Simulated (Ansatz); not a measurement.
Consider Ag.

Input

```
crystal:
  lattice:
    - [1.4677845778, 0.8474258211, 7.1833202711]
    - [-1.4677845778, 0.8474258211, 7.1833202711]
    - [0.0, -1.6948516422, 7.183320271]
  atoms:
    - { symbol: Ag, position: [0.0, 0.0, 0.0] }
    - { symbol: Ag, position: [0.777707367, 0.777707367, 0.777707367] }
    - { symbol: Ag, position: [0.222292633, 0.222292633, 0.222292633] }
basis:
  ecutwfc: 420
kpoints:
  mp_grid: { grid: [18, 18, 18] }
  band_path:
    path:
      - [[0.0, 0.0, 0.0], [0.5, 0.5, 0.5], [0.82405518, 0.17594482, 0.5]]
      - [[0.5, -0.17594482, 0.17594482], [0.5, 0.0, 0.0], [0.0, 0.0, 0.0], [0.33797241, -0.33797241, 0.0]]
      - [[0.66202759, 0.0, 0.33797241], [0.5, 0.0, 0.5], [0.0, 0.0, 0.0]]
    npoints: 14
hamiltonian:
  xc: pbe
scf:
  occupations: { method: gaussian, width: 0.1 }
  n_extra_bands: 7
output:
  forces: true
  stress: true
  eigenvalues: true
  populations: true
  dos: { projected: true, de: 0.02, nscf_kmesh: { grid: [27, 27, 27] } }
  bader: true
  write_density: true
  write_potential: true
  elf: true
  volumetric_format: npy
```

Run with:

```sh
ansatz run input.yaml --threads 1 --pin off --max-ram 2560MiB --backend cpu --events-out ev --progress --plain --runs-dir out
```

Below, planes, directions and counts refer to the conventional cell (a = 2.94 Å, b = 2.94 Å, c = 21.55 Å, α = 90.00°, β = 90.00°, γ = 120.00°).

Space group R-3m; a structure from a database of computed crystals, not necessarily the ambient phase; computed without spin polarisation.

Level of theory: Ansatz 0.2.0, DFT PBE, scalar-relativistic, plane waves, PAW.

**What will maps of the valence pseudo-density and electron localisation function show?**

Ag–Ag (2.94 Å): ρ at the midpoint is about 0.19 e/Å³; the ELF is about 0.15 at the midpoint: no localised pair shows between them.

**Does the calculation make it a metal, or give it a gap?**

It is metallic or semimetallic at this level of theory: no gap opens.

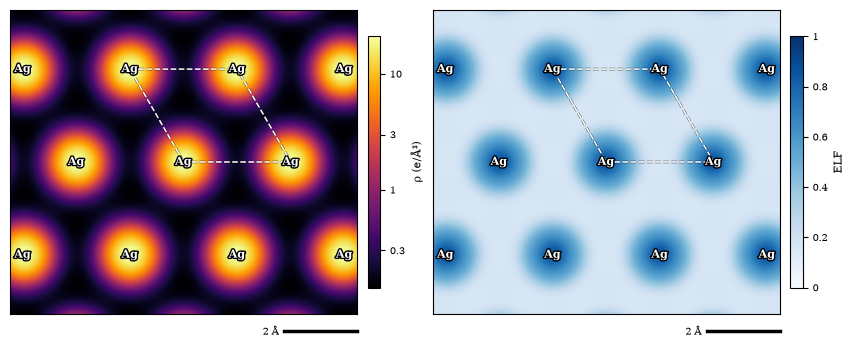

Computed valence pseudo-density and electron localisation function on the (001) plane of the conventional cell, in this order. 
